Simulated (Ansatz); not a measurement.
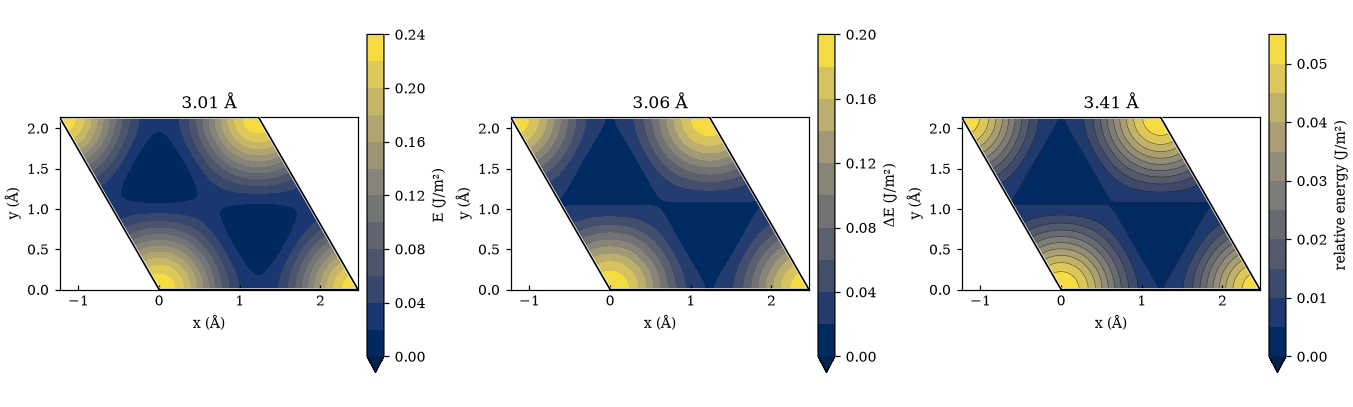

Three maps of one series, each from its own lowest grid point and on its own colour scale; the layer distance changes from map to map. A bilayer of two C sheets (4 atoms in the cell). 
- The upper layer of a bilayer is slid over the lower one; relaxed at each slide: nothing; the origin of the map has C3 above C1.
- Places are given modulo a cell vector. The map is drawn in real space over the plane of the slide.
- Grid: 6 × 6 points.
- All energies are given in J/m² relative to the lowest grid point.
- At a held distance the lowest stacking need not be the one that binds best once the distance relaxes.
- These are results of Ansatz, DFT PBE+D3(BJ), scalar-relativistic, plane waves, PAW, not measurements. Settings: cutoff 420 eV, k-mesh 15×15×1, gaussian smearing 0.1 eV, no spin polarisation.

The picture shows filled contours, the outline of one cell of the plane. Between grid points the surface is interpolated.

The span runs from the lowest to the highest grid point; passes are read from the interpolated surfaces.

| layer distance | lowest grid point | span (J/m²) | easiest pass (J/m²) |
| --- | --- | --- | --- |
| 3.01 Å | C above a hollow, C above C | 0.235 | 0.023 |
| 3.06 Å | C above a hollow, C above C | 0.197 | 0.019 |
| 3.41 Å | C above a hollow, C above C | 0.054 | 0.0049 |

### One more map of the series was computed, for the layer distance 3.61 Å. What do you expect for it?

A straight line of ln(span) against the layer distance through the 3 maps has the slope −3.7 per Å (a decay length of 0.27 Å) and gives 0.0261 J/m² at 3.61 Å. The computed span is 0.0252 J/m², below the fit by 3 %. The lowest grid point is C above a hollow, C above C, as for 3.01 Å, 3.06 Å and 3.41 Å. The easiest pass out of the lowest well is about 0.0024 J/m².

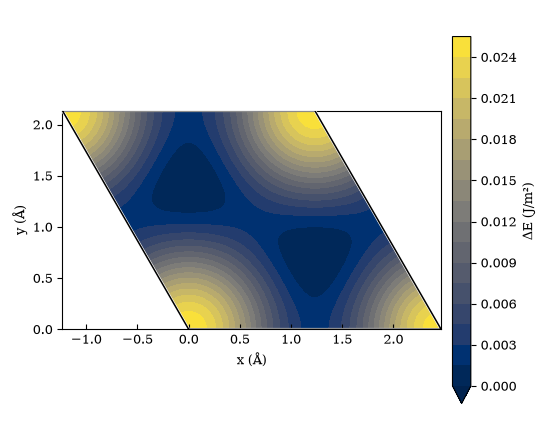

The map for 3.61 Å.

PAW datasets: the set soft_1.
